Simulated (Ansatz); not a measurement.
# Copper, fcc under r²SCAN: convergence with the Gaussian smearing

How small must the Gaussian smearing width be for energy and pressure to settle? The geometry was relaxed under r²SCAN beforehand and stays fixed; 7 values are run, from 0.01 to 1.0 eV. Wanted are the values from which on the energy stays within 10 and 1 meV/atom, and the pressure within 0.5 GPa, of the narrowest run. Within the series other settings stay, but some runs also write fields, which adds to their time. Spin polarisation is left out.

Program: Ansatz 0.2.0. Level of theory: DFT r²SCAN, plane waves with PAW, scalar-relativistic. These are calculated values, not measurements.

**1. Starting point**

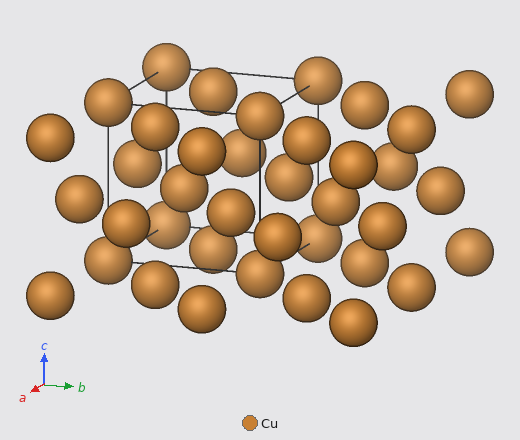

Start, viewed slightly off an axis; copper orange. 2×2×1 conventional cells are drawn; the run uses a primitive one. Any atoms on the faces are drawn again on the opposite ones.

As a file:

```
Cu
1.0
     0.00000    1.78813    1.78813
     1.78813    0.00000    1.78813
     1.78813    1.78813    0.00000
Cu
1
Direct
  0.00000 0.00000 0.00000
```

**2. With a width of 0.01 eV**

The run at 0.01 eV.

Input file input.yaml:

```yaml
crystal:
  lattice:
    - [0.0, 1.7881324402, 1.7881324402]
    - [1.7881324402, 0.0, 1.7881324402]
    - [1.7881324402, 1.7881324402, 0.0]
  atoms:
    - { symbol: Cu, position: [0.0, 0.0, 0.0] }
hamiltonian:
  xc: r2scan
  pseudopotentials:
    kind: paw
    azcp:
      Cu: "pseudopotentials/Cu.paw.azcp"
basis:
  ecutwfc: 500
  fft_grid_basis: typed
kpoints:
  mp_grid: { grid: [15, 15, 15], shift: [0, 0, 0] }
magnetization:
  spin_polarized: false
scf:
  occupations: { method: gaussian, width: 0.01 }
  lower_state_search: "off"
output:
  stress: true
  write_density: true
  write_potential: true
  elf: true
  volumetric_format: npy
```

Command:

```sh
$ ansatz run input.yaml --threads 2 --pin off --max-ram 5120MiB --backend cpu --events-out ev --progress --plain --runs-dir out
```

Standard output:

```text
Warning: RAYON_NUM_THREADS=2 ignored (pool sized by the plan → 2); use --threads N
Engine: ansatz 0.2.0, aarch64-unknown-linux-gnu
Pseudopotentials: kind: paw
Pseudopotential: Cu, paw, valence charge 19, recommended cutoff 500 eV (meta_gga), <dir>
Functional definition: r2SCAN
  parameter k0 = 0.174
  parameter k1 = 0.065
  parameter a1 = 4.9479
  exchange = r2scan_x(k0 = k0, k1 = k1, a1 = a1)
  correlation = r2scan_c
Crystal: 1 atoms, lattice volume = 11.435 Å³
Basis set: ecut = 500 eV, 283 PW (Γ), exchange–correlation on 80×80×80 points (64 copies of the dense FFT grid, shifted against one another)
Bands: 14, of which v1, the nominal top of the filled ones, is band 10 counted from 1 (9 counted from 0)
Symmetry: 48 space group operations
Space group: Fm-3m (ITA 225), of the structure as read, at distance tolerance 2.3e-5 Å
k-points: 120 of 3375
Non-local potential: Cu, projectors of the file, l = 0: 3, l = 1: 2, l = 2: 3, l = 3: 1
PAW form: soft (Blöchl's): semilocal exchange-correlation on the pseudo side does not see the compensation charge
PAW frozen core: Cu, regenerated for the run's functional (the file was generated under x = pbe(κ = 0.804, μ = 0.2195149727645171), c = pbe(β = 0.06672455060314922))
PAW one-centre angular grid: Cu, 590 points (default); XC on 160 Gauss nodes
Initial density: superposition of atomic densities (neutral atoms: chi_scale 0, normalization atom), corrected by the library's trained network
Initial wavefunctions: pseudopotential atomic-orbital guess
Functional: x = r2scan, c = r2scan; τ floored in thin density (d = 2e-4 eV/Å³)
SCF iter   1: F=-6631.175666 eV  HF=-6631.253766 eV  |F-HF|=7.81e-2  |Δ(HF+E_count)|=         —  Δρ=3.89e-2  dr2=9.41e-2  dr2_τ=7.43e-4  ethr=1.77e-3  ⟨swp⟩=4.9  Hψ=9197  notcnv=0
preconditioner: auto → none  [insulator: Δε(μ)=0.044 eV  Ē_g=18.350 eV  σ=0.010 eV  W_gap=0.53  n_scr=0 (ndim 8)  ℏωp=36.4 eV  f_vac=0.000  D(μ)=1.60/eV (n_scr^D=26)  ε∞_Penn≈4.9]
SCF iter   2: F=-6631.140680 eV  HF=-6631.263589 eV  |F-HF|=1.23e-1  |Δ(HF+E_count)|=   9.82e-3  Δρ=3.71e-2  dr2=8.43e-2  dr2_τ=1.00e-3  ethr=4.95e-4  ⟨swp⟩=3.1  Hψ=4502  notcnv=0  defer=51
SCF iter   3: F=-6631.236446 eV  HF=-6631.236861 eV  |F-HF|=4.15e-4  |Δ(HF+E_count)|=   2.67e-2  Δρ=5.12e-3  dr2=1.69e-3  dr2_τ=1.24e-5  ethr=4.43e-4  ⟨swp⟩=2.3  Hψ=3321  notcnv=0  defer=51
SCF iter   4: F=-6631.236773 eV  HF=-6631.236768 eV  |F-HF|=4.90e-6  |Δ(HF+E_count)|=   9.32e-5  Δρ=3.02e-4  dr2=9.07e-6  dr2_τ=5.11e-7  ethr=8.91e-6  ⟨swp⟩=2.0  Hψ=3190  notcnv=0  defer=51
SCF iter   5: F=-6631.236779 eV  HF=-6631.236776 eV  |F-HF|=2.32e-6  |Δ(HF+E_count)|=   8.31e-6  Δρ=1.48e-4  dr2=1.29e-6  dr2_τ=2.36e-8  ethr=4.78e-8  ⟨swp⟩=2.1  Hψ=2213  notcnv=0  defer=51
SCF iter   6: F=-6631.236779 eV  HF=-6631.236779 eV  |F-HF|=1.15e-7  |Δ(HF+E_count)|=   2.84e-6  Δρ=3.93e-5  dr2=1.13e-7  dr2_τ=7.55e-10  ethr=6.77e-9  ⟨swp⟩=2.0  Hψ=2318  notcnv=0  defer=51
SCF iter   7: F=-6631.236779 eV  HF=-6631.236779 eV  |F-HF|=1.20e-10  |Δ(HF+E_count)|=   1.32e-8  Δρ=9.94e-7  dr2=6.97e-11  dr2_τ=1.24e-11  ethr=5.26e-10  ⟨swp⟩=8.9  Hψ=10122  notcnv=0
SCF 1 converged in 7 iterations: F = -6631.236779 eV  dr2 = 6.97e-11
SCF converged after 7 iterations
Free energy (F): -6631.236779 eV
Harris-Foulkes:  -6631.236779 eV  (|F-HF|=1.20e-10)
Internal energy: -6631.236695 eV  (E = F + TS)
E sigma→0 (E₀):  -6631.236737 eV
Entropy (-TS):   -0.000084 eV (-0.084 meV/atom)
Fermi energy:    17.341402 eV
--- Per-component energies (eV) ---
  E_band       = -374.824286
  E_kinetic    = 299.999653
  E_local      = -4000.847206  (includes V_loc(G=0)·N_el)
  E_nonlocal   = 395.214627
  E_hartree    = 1768.784750
  E_xc         = -83.949570
  E_vxc        = -124.900246  (∫ρ·V_xc dr)
  E_paw        = -1677.979862  (= ΣΔE_a)
  E_vpaw       = -490.853975  (= ΣTr[D̂ρ^β])
  E_aug_tail   = 0.000154  (compensation charges beyond the density's cutoff)
  E_vtau       = 8.993777  (kinetic-family band-sum trace: ∫τ·v_τ [+ j·A + Jᵃ·Aᵃ] dr)
  E_ewald      = -3332.158135
  E_core_change = -0.301108  (= ΣΔE_core)
  E_smearing   = -0.000084  (= −TS)
  E_closure    = -0.000000  (closes the sum)
  Σ components = -6631.236779   (vs F -6631.236779, Δ=0.00e0)
--- Stress (GPa, compression-positive) ---
       -0.161019      -0.000000       0.000000
       -0.000000      -0.161019       0.000000
        0.000000      -0.000000      -0.161019
  P = ⅓ Tr σ = -0.1610 GPa (-1.610 kbar)
--- Band table (eV; the first three rows and the last of 120) ---
  k-point 0: bands = ["-99.2698", "-55.0224", "-55.0224", "-55.0224", "7.2740", "14.0416", "14.0416", "14.0416", "14.9049", "14.9049", "40.9161", "44.0154", "44.0154", "44.0154"]
  k-point 1: bands = ["-99.2691", "-55.0278", "-55.0232", "-55.0232", "7.4466", "14.0036", "14.0743", "14.0743", "14.8920", "14.8920", "39.9397", "42.2603", "43.4836", "43.4836"]
  k-point 2: bands = ["-99.2671", "-55.0432", "-55.0255", "-55.0255", "7.9558", "13.9050", "14.1521", "14.1521", "14.8726", "14.8726", "36.6894", "41.6544", "42.6261", "42.6261"]
  k-point 119: bands = ["-99.2483", "-55.1085", "-55.1029", "-55.0691", "12.7986", "13.3240", "13.6038", "14.8672", "15.6681", "23.4148", "23.5710", "26.1821", "27.6314", "45.3325"]
```

Wall time 1.9 s (2 threads of Arm Neoverse V2, shared host); peak memory 0.32 GiB.

**3. With a width of 0.03 eV**

The run at 0.03 eV.

Edit input.yaml of step 2 so:

```diff
@@ -21,3 +21,3 @@
 scf:
-  occupations: { method: gaussian, width: 0.01 }
+  occupations: { method: gaussian, width: 0.03 }
   lower_state_search: "off"
@@ -25,5 +25 @@
   stress: true
-  write_density: true
-  write_potential: true
-  elf: true
-  volumetric_format: npy
```

Command:

```sh
$ ansatz run input.yaml --threads 2 --pin off --max-ram 5120MiB --backend cpu --events-out ev --progress --plain --runs-dir out
```

Standard output:

```text
Warning: RAYON_NUM_THREADS=2 ignored (pool sized by the plan → 2); use --threads N
Engine: ansatz 0.2.0, aarch64-unknown-linux-gnu
Pseudopotentials: kind: paw
Pseudopotential: Cu, paw, valence charge 19, recommended cutoff 500 eV (meta_gga), <dir>
Functional definition: r2SCAN
  parameter k0 = 0.174
  parameter k1 = 0.065
  parameter a1 = 4.9479
  exchange = r2scan_x(k0 = k0, k1 = k1, a1 = a1)
  correlation = r2scan_c
Crystal: 1 atoms, lattice volume = 11.435 Å³
Basis set: ecut = 500 eV, 283 PW (Γ), exchange–correlation on 80×80×80 points (64 copies of the dense FFT grid, shifted against one another)
Bands: 14, of which v1, the nominal top of the filled ones, is band 10 counted from 1 (9 counted from 0)
Symmetry: 48 space group operations
Space group: Fm-3m (ITA 225), of the structure as read, at distance tolerance 2.3e-5 Å
k-points: 120 of 3375
Non-local potential: Cu, projectors of the file, l = 0: 3, l = 1: 2, l = 2: 3, l = 3: 1
PAW form: soft (Blöchl's): semilocal exchange-correlation on the pseudo side does not see the compensation charge
PAW frozen core: Cu, regenerated for the run's functional (the file was generated under x = pbe(κ = 0.804, μ = 0.2195149727645171), c = pbe(β = 0.06672455060314922))
PAW one-centre angular grid: Cu, 590 points (default); XC on 160 Gauss nodes
Initial density: superposition of atomic densities (neutral atoms: chi_scale 0, normalization atom), corrected by the library's trained network
Initial wavefunctions: pseudopotential atomic-orbital guess
Functional: x = r2scan, c = r2scan; τ floored in thin density (d = 2e-4 eV/Å³)
SCF iter   1: F=-6631.175868 eV  HF=-6631.253929 eV  |F-HF|=7.81e-2  |Δ(HF+E_count)|=         —  Δρ=3.89e-2  dr2=9.40e-2  dr2_τ=7.43e-4  ethr=1.77e-3  ⟨swp⟩=5.1  Hψ=9083  notcnv=0
preconditioner: auto → none  [metal: Δε(μ)=0.044 eV  Ē_g=18.350 eV  σ=0.030 eV  W_gap=0.50  n_scr=0 (ndim 8)  ℏωp=36.4 eV  f_vac=0.000  D(μ)=0.57/eV (n_scr^D=0)]
SCF iter   2: F=-6631.141530 eV  HF=-6631.263750 eV  |F-HF|=1.22e-1  |Δ(HF+E_count)|=   9.82e-3  Δρ=3.69e-2  dr2=8.37e-2  dr2_τ=1.00e-3  ethr=4.95e-4  ⟨swp⟩=3.1  Hψ=4508  notcnv=0  defer=48
SCF iter   3: F=-6631.236636 eV  HF=-6631.237055 eV  |F-HF|=4.18e-4  |Δ(HF+E_count)|=   2.67e-2  Δρ=5.13e-3  dr2=1.70e-3  dr2_τ=1.26e-5  ethr=4.40e-4  ⟨swp⟩=2.3  Hψ=3326  notcnv=0  defer=48
SCF iter   4: F=-6631.236973 eV  HF=-6631.236965 eV  |F-HF|=7.61e-6  |Δ(HF+E_count)|=   8.94e-5  Δρ=2.45e-4  dr2=5.07e-6  dr2_τ=4.44e-7  ethr=8.94e-6  ⟨swp⟩=1.7  Hψ=2790  notcnv=0  defer=49
SCF iter   5: F=-6631.236975 eV  HF=-6631.236973 eV  |F-HF|=2.20e-6  |Δ(HF+E_count)|=   7.36e-6  Δρ=1.55e-4  dr2=1.22e-6  dr2_τ=2.48e-8  ethr=2.67e-8  ⟨swp⟩=2.0  Hψ=2259  notcnv=0  defer=49
SCF iter   6: F=-6631.236975 eV  HF=-6631.236975 eV  |F-HF|=1.44e-7  |Δ(HF+E_count)|=   2.75e-6  Δρ=4.16e-5  dr2=1.22e-7  dr2_τ=8.95e-10  ethr=6.40e-9  ⟨swp⟩=2.0  Hψ=2473  notcnv=0  defer=49
SCF iter   7: F=-6631.236975 eV  HF=-6631.236975 eV  |F-HF|=1.30e-10  |Δ(HF+E_count)|=   2.08e-8  Δρ=8.99e-7  dr2=5.46e-11  dr2_τ=7.75e-12  ethr=5.26e-10  ⟨swp⟩=4.0  Hψ=5227  notcnv=0
SCF 1 converged in 7 iterations: F = -6631.236975 eV  dr2 = 5.46e-11
SCF converged after 7 iterations
Free energy (F): -6631.236975 eV
Harris-Foulkes:  -6631.236975 eV  (|F-HF|=1.30e-10)
Internal energy: -6631.236657 eV  (E = F + TS)
E sigma→0 (E₀):  -6631.236816 eV
Entropy (-TS):   -0.000318 eV (-0.318 meV/atom)
Fermi energy:    17.344701 eV
--- Per-component energies (eV) ---
  E_band       = -374.836134
  E_kinetic    = 299.997358
  E_local      = -4000.827763  (includes V_loc(G=0)·N_el)
  E_nonlocal   = 395.208674
  E_hartree    = 1768.768575
  E_xc         = -83.949865
  E_vxc        = -124.900668  (∫ρ·V_xc dr)
  E_paw        = -1677.974549  (= ΣΔE_a)
  E_vpaw       = -490.844333  (= ΣTr[D̂ρ^β])
  E_aug_tail   = 0.000154  (compensation charges beyond the density's cutoff)
  E_vtau       = 8.993778  (kinetic-family band-sum trace: ∫τ·v_τ [+ j·A + Jᵃ·Aᵃ] dr)
  E_ewald      = -3332.158135
  E_core_change = -0.301108  (= ΣΔE_core)
  E_smearing   = -0.000318  (= −TS)
  E_closure    = 0.000000  (closes the sum)
  Σ components = -6631.236975   (vs F -6631.236975, Δ=0.00e0)
--- Stress (GPa, compression-positive) ---
       -0.176428      -0.000000       0.000000
       -0.000000      -0.176428      -0.000000
        0.000000      -0.000000      -0.176428
  P = ⅓ Tr σ = -0.1764 GPa (-1.764 kbar)
```

It took 1.5 s on 2 threads of Arm Neoverse V2, shared host; peak memory 0.31 GiB.

**4. With a width of 0.1 eV**

The run at 0.1 eV.

Edit input.yaml of step 3 so:

```diff
@@ -21,3 +21,3 @@
 scf:
-  occupations: { method: gaussian, width: 0.03 }
+  occupations: { method: gaussian, width: 0.1 }
   lower_state_search: "off"
```

Command:

```sh
$ ansatz run input.yaml --threads 2 --pin off --max-ram 5120MiB --backend cpu --events-out ev --progress --plain --runs-dir out
```

Standard output:

```text
Warning: RAYON_NUM_THREADS=2 ignored (pool sized by the plan → 2); use --threads N
Engine: ansatz 0.2.0, aarch64-unknown-linux-gnu
Pseudopotentials: kind: paw
Pseudopotential: Cu, paw, valence charge 19, recommended cutoff 500 eV (meta_gga), <dir>
Functional definition: r2SCAN
  parameter k0 = 0.174
  parameter k1 = 0.065
  parameter a1 = 4.9479
  exchange = r2scan_x(k0 = k0, k1 = k1, a1 = a1)
  correlation = r2scan_c
Crystal: 1 atoms, lattice volume = 11.435 Å³
Basis set: ecut = 500 eV, 283 PW (Γ), exchange–correlation on 80×80×80 points (64 copies of the dense FFT grid, shifted against one another)
Bands: 14, of which v1, the nominal top of the filled ones, is band 10 counted from 1 (9 counted from 0)
Symmetry: 48 space group operations
Space group: Fm-3m (ITA 225), of the structure as read, at distance tolerance 2.3e-5 Å
k-points: 120 of 3375
Non-local potential: Cu, projectors of the file, l = 0: 3, l = 1: 2, l = 2: 3, l = 3: 1
PAW form: soft (Blöchl's): semilocal exchange-correlation on the pseudo side does not see the compensation charge
PAW frozen core: Cu, regenerated for the run's functional (the file was generated under x = pbe(κ = 0.804, μ = 0.2195149727645171), c = pbe(β = 0.06672455060314922))
PAW one-centre angular grid: Cu, 590 points (default); XC on 160 Gauss nodes
Initial density: superposition of atomic densities (neutral atoms: chi_scale 0, normalization atom), corrected by the library's trained network
Initial wavefunctions: pseudopotential atomic-orbital guess
Functional: x = r2scan, c = r2scan; τ floored in thin density (d = 2e-4 eV/Å³)
SCF iter   1: F=-6631.176041 eV  HF=-6631.254864 eV  |F-HF|=7.88e-2  |Δ(HF+E_count)|=         —  Δρ=3.91e-2  dr2=9.49e-2  dr2_τ=7.44e-4  ethr=1.77e-3  ⟨swp⟩=5.0  Hψ=8837  notcnv=0
preconditioner: auto → none  [metal: Δε(μ)=0.078 eV  Ē_g=18.388 eV  σ=0.100 eV  W_gap=0.37  n_scr=0 (ndim 8)  ℏωp=36.4 eV  f_vac=0.000  D(μ)=0.39/eV (n_scr^D=0)]
SCF iter   2: F=-6631.140785 eV  HF=-6631.265074 eV  |F-HF|=1.24e-1  |Δ(HF+E_count)|=   1.02e-2  Δρ=3.73e-2  dr2=8.53e-2  dr2_τ=1.01e-3  ethr=4.99e-4  ⟨swp⟩=2.7  Hψ=4371  notcnv=0  defer=43
SCF iter   3: F=-6631.237546 eV  HF=-6631.237893 eV  |F-HF|=3.47e-4  |Δ(HF+E_count)|=   2.72e-2  Δρ=4.90e-3  dr2=1.55e-3  dr2_τ=1.15e-5  ethr=4.49e-4  ⟨swp⟩=2.1  Hψ=3300  notcnv=0  defer=43
SCF iter   4: F=-6631.237826 eV  HF=-6631.237818 eV  |F-HF|=8.11e-6  |Δ(HF+E_count)|=   7.52e-5  Δρ=2.40e-4  dr2=4.38e-6  dr2_τ=4.45e-7  ethr=8.15e-6  ⟨swp⟩=1.3  Hψ=2565  notcnv=0  defer=43
SCF iter   5: F=-6631.237831 eV  HF=-6631.237829 eV  |F-HF|=2.15e-6  |Δ(HF+E_count)|=   1.11e-5  Δρ=1.59e-4  dr2=1.24e-6  dr2_τ=2.56e-8  ethr=2.31e-8  ⟨swp⟩=2.0  Hψ=2262  notcnv=0  defer=43
SCF iter   6: F=-6631.237832 eV  HF=-6631.237832 eV  |F-HF|=1.89e-7  |Δ(HF+E_count)|=   2.77e-6  Δρ=4.60e-5  dr2=1.42e-7  dr2_τ=1.30e-9  ethr=6.51e-9  ⟨swp⟩=2.1  Hψ=2787  notcnv=0  defer=43
SCF iter   7: F=-6631.237832 eV  HF=-6631.237832 eV  |F-HF|=8.73e-11  |Δ(HF+E_count)|=   3.37e-8  Δρ=8.49e-7  dr2=4.23e-11  dr2_τ=2.39e-11  ethr=5.26e-10  ⟨swp⟩=4.0  Hψ=5118  notcnv=0
SCF 1 converged in 7 iterations: F = -6631.237832 eV  dr2 = 4.23e-11
SCF converged after 7 iterations
Free energy (F): -6631.237832 eV
Harris-Foulkes:  -6631.237832 eV  (|F-HF|=8.73e-11)
Internal energy: -6631.236254 eV  (E = F + TS)
E sigma→0 (E₀):  -6631.237043 eV
Entropy (-TS):   -0.001578 eV (-1.578 meV/atom)
Fermi energy:    17.362229 eV
--- Per-component energies (eV) ---
  E_band       = -374.835096
  E_kinetic    = 299.997181
  E_local      = -4000.829607  (includes V_loc(G=0)·N_el)
  E_nonlocal   = 395.210630
  E_hartree    = 1768.770170
  E_xc         = -83.949608
  E_vxc        = -124.900226  (∫ρ·V_xc dr)
  E_paw        = -1677.975931  (= ΣΔE_a)
  E_vpaw       = -490.846945  (= ΣTr[D̂ρ^β])
  E_aug_tail   = 0.000154  (compensation charges beyond the density's cutoff)
  E_vtau       = 8.993704  (kinetic-family band-sum trace: ∫τ·v_τ [+ j·A + Jᵃ·Aᵃ] dr)
  E_ewald      = -3332.158135
  E_core_change = -0.301108  (= ΣΔE_core)
  E_smearing   = -0.001578  (= −TS)
  E_closure    = 0.000000  (closes the sum)
  Σ components = -6631.237832   (vs F -6631.237832, Δ=0.00e0)
--- Stress (GPa, compression-positive) ---
       -0.173036      -0.000000       0.000000
       -0.000000      -0.173036       0.000000
        0.000000       0.000000      -0.173036
  P = ⅓ Tr σ = -0.1730 GPa (-1.730 kbar)
```

It took 1.5 s on 2 threads of Arm Neoverse V2, shared host; peak memory 0.31 GiB.

**5. With a width of 0.2 eV**

The run at 0.2 eV.

Edit input.yaml of step 4 so:

```diff
@@ -21,3 +21,3 @@
 scf:
-  occupations: { method: gaussian, width: 0.1 }
+  occupations: { method: gaussian, width: 0.2 }
   lower_state_search: "off"
```

Command:

```sh
$ ansatz run input.yaml --threads 2 --pin off --max-ram 5120MiB --backend cpu --events-out ev --progress --plain --runs-dir out
```

Standard output:

```text
Warning: RAYON_NUM_THREADS=2 ignored (pool sized by the plan → 2); use --threads N
Engine: ansatz 0.2.0, aarch64-unknown-linux-gnu
Pseudopotentials: kind: paw
Pseudopotential: Cu, paw, valence charge 19, recommended cutoff 500 eV (meta_gga), <dir>
Functional definition: r2SCAN
  parameter k0 = 0.174
  parameter k1 = 0.065
  parameter a1 = 4.9479
  exchange = r2scan_x(k0 = k0, k1 = k1, a1 = a1)
  correlation = r2scan_c
Crystal: 1 atoms, lattice volume = 11.435 Å³
Basis set: ecut = 500 eV, 283 PW (Γ), exchange–correlation on 80×80×80 points (64 copies of the dense FFT grid, shifted against one another)
Bands: 14, of which v1, the nominal top of the filled ones, is band 10 counted from 1 (9 counted from 0)
Symmetry: 48 space group operations
Space group: Fm-3m (ITA 225), of the structure as read, at distance tolerance 2.3e-5 Å
k-points: 120 of 3375
Non-local potential: Cu, projectors of the file, l = 0: 3, l = 1: 2, l = 2: 3, l = 3: 1
PAW form: soft (Blöchl's): semilocal exchange-correlation on the pseudo side does not see the compensation charge
PAW frozen core: Cu, regenerated for the run's functional (the file was generated under x = pbe(κ = 0.804, μ = 0.2195149727645171), c = pbe(β = 0.06672455060314922))
PAW one-centre angular grid: Cu, 590 points (default); XC on 160 Gauss nodes
Initial density: superposition of atomic densities (neutral atoms: chi_scale 0, normalization atom), corrected by the library's trained network
Initial wavefunctions: pseudopotential atomic-orbital guess
Functional: x = r2scan, c = r2scan; τ floored in thin density (d = 2e-4 eV/Å³)
SCF iter   1: F=-6631.177191 eV  HF=-6631.257635 eV  |F-HF|=8.04e-2  |Δ(HF+E_count)|=         —  Δρ=3.94e-2  dr2=9.68e-2  dr2_τ=7.47e-4  ethr=1.77e-3  ⟨swp⟩=4.8  Hψ=8615  notcnv=0
preconditioner: auto → none  [metal: Δε(μ)=0.044 eV  Ē_g=18.350 eV  σ=0.200 eV  W_gap=0.12  n_scr=0 (ndim 8)  ℏωp=36.4 eV  f_vac=0.000  D(μ)=0.34/eV (n_scr^D=0)]
SCF iter   2: F=-6631.140495 eV  HF=-6631.268149 eV  |F-HF|=1.28e-1  |Δ(HF+E_count)|=   1.05e-2  Δρ=3.78e-2  dr2=8.78e-2  dr2_τ=1.03e-3  ethr=5.09e-4  ⟨swp⟩=2.3  Hψ=4299  notcnv=0  defer=38
SCF iter   3: F=-6631.239980 eV  HF=-6631.240301 eV  |F-HF|=3.21e-4  |Δ(HF+E_count)|=   2.78e-2  Δρ=4.80e-3  dr2=1.49e-3  dr2_τ=1.08e-5  ethr=4.62e-4  ⟨swp⟩=2.1  Hψ=3308  notcnv=0  defer=38
SCF iter   4: F=-6631.240228 eV  HF=-6631.240221 eV  |F-HF|=6.65e-6  |Δ(HF+E_count)|=   7.97e-5  Δρ=2.62e-4  dr2=6.52e-6  dr2_τ=4.95e-7  ethr=7.87e-6  ⟨swp⟩=1.3  Hψ=2556  notcnv=0  defer=38
SCF iter   5: F=-6631.240232 eV  HF=-6631.240230 eV  |F-HF|=2.24e-6  |Δ(HF+E_count)|=   8.32e-6  Δρ=1.54e-4  dr2=1.23e-6  dr2_τ=2.49e-8  ethr=3.43e-8  ⟨swp⟩=2.0  Hψ=2253  notcnv=0  defer=38
SCF iter   6: F=-6631.240232 eV  HF=-6631.240233 eV  |F-HF|=1.71e-7  |Δ(HF+E_count)|=   2.81e-6  Δρ=4.34e-5  dr2=1.36e-7  dr2_τ=1.12e-9  ethr=6.48e-9  ⟨swp⟩=2.0  Hψ=2352  notcnv=0  defer=38
SCF iter   7: F=-6631.240233 eV  HF=-6631.240233 eV  |F-HF|=9.64e-11  |Δ(HF+E_count)|=   2.37e-8  Δρ=1.12e-6  dr2=4.59e-11  dr2_τ=9.12e-12  ethr=5.26e-10  ⟨swp⟩=4.0  Hψ=5296  notcnv=0
SCF 1 converged in 7 iterations: F = -6631.240233 eV  dr2 = 4.59e-11
SCF converged after 7 iterations
Free energy (F): -6631.240233 eV
Harris-Foulkes:  -6631.240233 eV  (|F-HF|=9.64e-11)
Internal energy: -6631.233999 eV  (E = F + TS)
E sigma→0 (E₀):  -6631.237116 eV
Entropy (-TS):   -0.006234 eV (-6.234 meV/atom)
Fermi energy:    17.354400 eV
--- Per-component energies (eV) ---
  E_band       = -374.776205
  E_kinetic    = 300.007755
  E_local      = -4000.921435  (includes V_loc(G=0)·N_el)
  E_nonlocal   = 395.241969
  E_hartree    = 1768.846638
  E_xc         = -83.947690
  E_vxc        = -124.897336  (∫ρ·V_xc dr)
  E_paw        = -1678.002147  (= ΣΔE_a)
  E_vpaw       = -490.894536  (= ΣTr[D̂ρ^β])
  E_aug_tail   = 0.000154  (compensation charges beyond the density's cutoff)
  E_vtau       = 8.993540  (kinetic-family band-sum trace: ∫τ·v_τ [+ j·A + Jᵃ·Aᵃ] dr)
  E_ewald      = -3332.158135
  E_core_change = -0.301108  (= ΣΔE_core)
  E_smearing   = -0.006234  (= −TS)
  E_closure    = -0.000000  (closes the sum)
  Σ components = -6631.240233   (vs F -6631.240233, Δ=0.00e0)
--- Stress (GPa, compression-positive) ---
       -0.069891      -0.000000       0.000000
       -0.000000      -0.069891      -0.000000
        0.000000      -0.000000      -0.069891
  P = ⅓ Tr σ = -0.0699 GPa (-0.699 kbar)
```

Run time: 1.4 s. Hardware: 2 threads of Arm Neoverse V2, shared host; peak memory 0.31 GiB.

(Part 1 of 2 ends here.)
